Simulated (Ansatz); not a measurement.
System: LiF, space group R-3m, 2 atoms in the cell, CsCl type, shear (111) strain +1.9%.

```cif
data_structure
_symmetry_space_group_name_H-M 'R-3m:H'
_symmetry_Int_Tables_number 166
_cell_length_a 3.5585
_cell_length_b 3.5585
_cell_length_c 4.4394
_cell_angle_alpha 90.000
_cell_angle_beta 90.000
_cell_angle_gamma 120.000
_cell_volume 48.68
loop_
_atom_site_label
_atom_site_type_symbol
_atom_site_symmetry_multiplicity
_atom_site_Wyckoff_symbol
_atom_site_fract_x
_atom_site_fract_y
_atom_site_fract_z
_atom_site_occupancy
Li1 Li 3 a 0.00000 0.00000 0.00000 1
F1 F 3 b 0.33333 0.66667 0.16667 1
```

Computed with Ansatz 0.2.0: DFT, HSE06, plane waves, PAW, no spin polarisation, 8×8×8 k mesh.

Predict the main features of the density of states.

There is a gap; over the k points computed it is 10.00 eV (indirect; the smallest direct gap is 10.69 eV). The upper group of valence states starts about 4.0 eV under the valence-band top (which lies at −5.0 eV on this axis), with a gap beneath it; it holds about 6 electrons a cell.

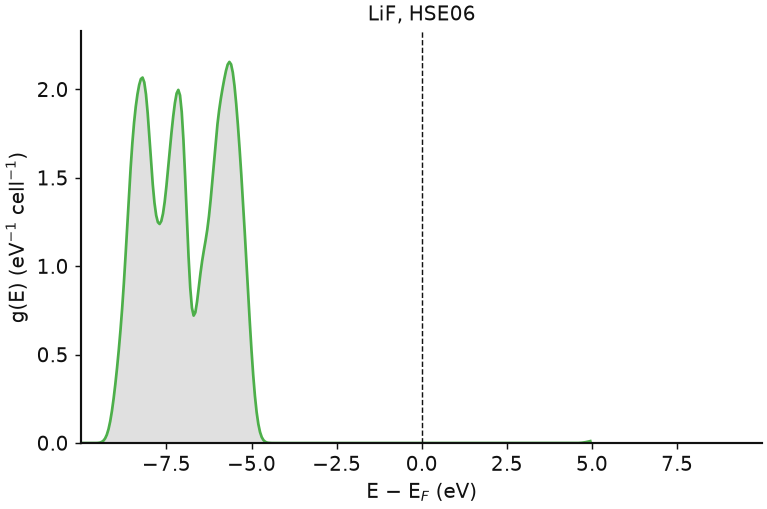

Density of states. Energies are counted from the Fermi level, put mid-gap where there is a gap. The curve is built from the levels of the k mesh with Gaussians 0.4 eV wide, which also blur the band edges.
